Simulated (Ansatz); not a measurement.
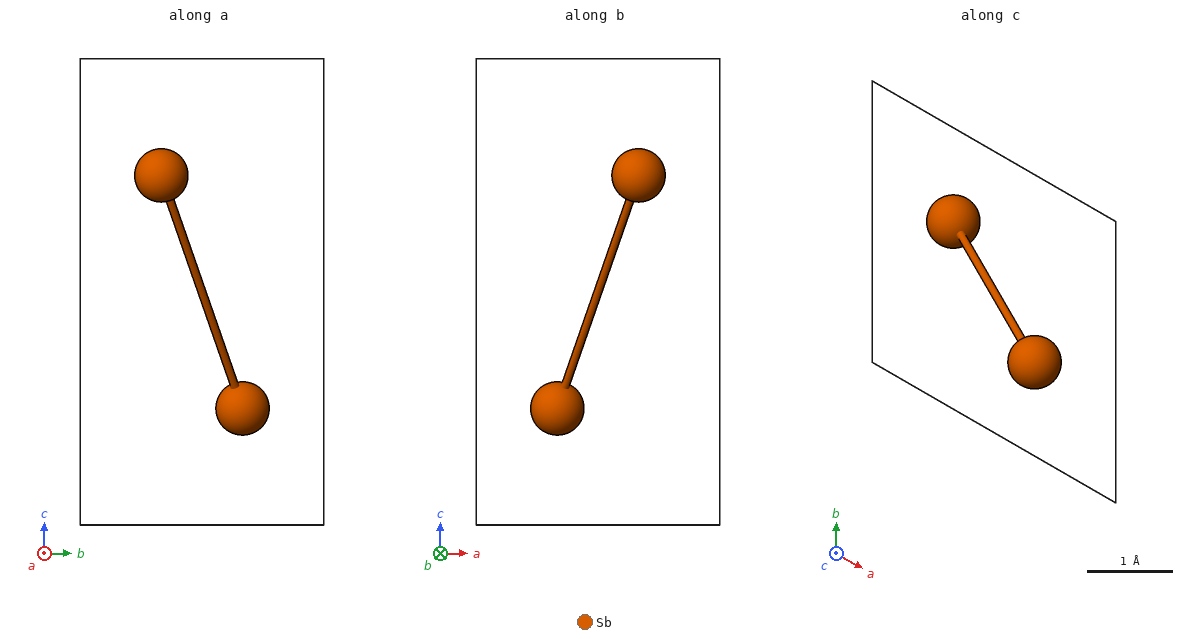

Crystal structure, ball-and-stick style, seen along the a axis, along the b axis and along the c axis. Lines trace the edges of the conventional unit cell.

Lattice parameters: a = 3.340 Å, b = 3.340 Å, c = 5.533 Å, α = 90.00°, β = 90.00°, γ = 120.00°. Put a along x and b in the xy plane.

Give the structure in the form of a POSCAR file.

Answer.
```
Sb
1.0
     3.340    0.000    0.000
    -1.670    2.893    0.000
     0.000    0.000    5.533
Sb
2
Direct
  0.3333 0.6667 0.2500
  0.6667 0.3333 0.7500
```

Source of the structure: a structure type filled with this element by a generator (whether the element takes this form wasn't checked). Earlier steps of the study may have refined or changed the cell and positions. It went into a calculation with Ansatz.
